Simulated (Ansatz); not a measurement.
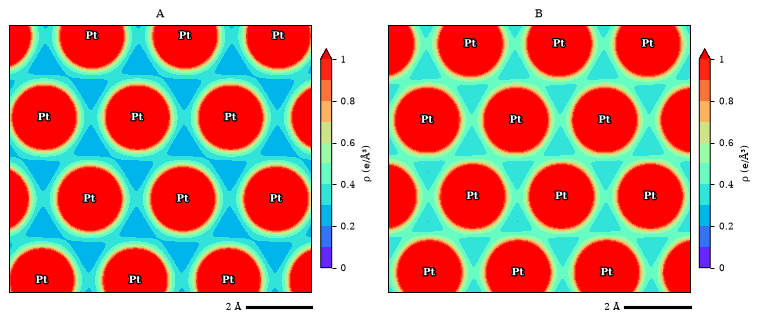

Pt. The valence charge density (pseudo) of two cells that differ in size and shape, on the (100) plane of each (indices in the axes of the calculation cell), at one length scale and on one colour scale: A has 17.0 Å³ an atom and B 14.3.

Space group I4/mmm.

Theory: DFT PBEsol, scalar-relativistic, plane waves, PAW in Ansatz.

In a PAW calculation such maps are meaningful between the atoms, not at the nuclei.

The larger cell:

```xyz
1
Lattice="0.0000 2.0558 2.0068 2.0558 0.0000 2.0068 2.0558 2.0558 0.0000" Properties=species:S:1:pos:R:3 pbc="T T T"
Pt    0.0000    0.0000    0.0000
```

The smaller cell: a = 2.734 Å, b = 2.734 Å, c = 2.700 Å, α = 60.42°, β = 60.42°, γ = 59.16°.

> What does the compression do to the bonding and the properties?

From the larger cell to the smaller, Pt–Pt goes from 2.87 to 2.70 Å, and the density at its midpoint from 0.32 to 0.43 e/Å³; the pressure goes from −25 to 18 GPa.
